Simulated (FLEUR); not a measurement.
System: Ti, space group Fm-3m (No. 225).

Structure:
```
CELL_PARAMETERS angstrom
0.00000 2.03000 2.03000
2.03000 0.00000 2.03000
2.03000 2.03000 0.00000
ATOMIC_POSITIONS crystal
Ti 0.00000 0.00000 0.00000
```

Method: all-electron LAPW DFT, no spin polarisation; energies at scaled volumes of the given cell, shape and fractions fixed, counted from the fit's minimum, third-order Birch-Murnaghan fit (FLEUR MaX-R8.1 (later development tree)). Level: LDA.

- k mesh: 11×11×11
- occupations: Fermi–Dirac
- smearing width: 0.05 eV
- potentials: all electron
- program settings: basis FLAPW, kmax 4.1 1/bohr

What does the calculation give for the energy against volume? The volume takes the values 15.73, 16.06, 16.73, 17.40, 17.73 Å³/atom.

A third-order Birch–Murnaghan fit gives V0 = 15.98 Å³/atom, B0 = 124 GPa and B′ = 3.6. The energy is 1.59 meV/atom at volume 15.73 Å³/atom and 63.24 meV/atom at 17.73 Å³/atom; the lowest computed point is at volume 16.06 Å³/atom (0.15 meV/atom), and no other minimum shows among the points.

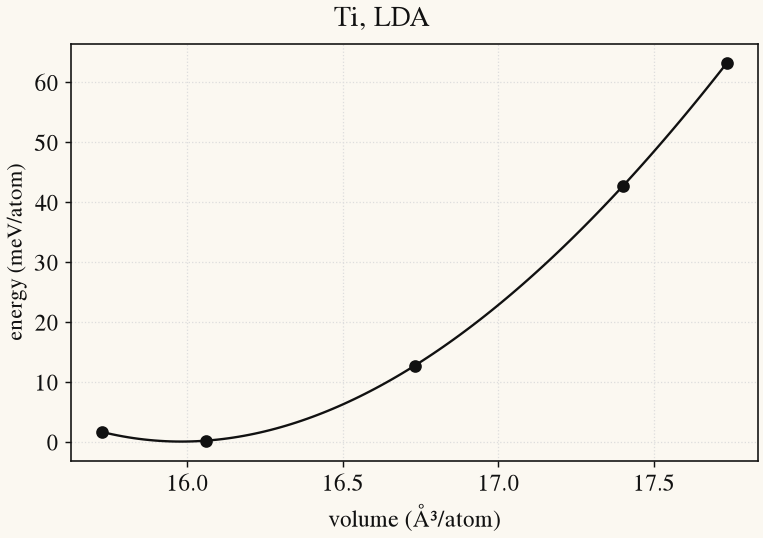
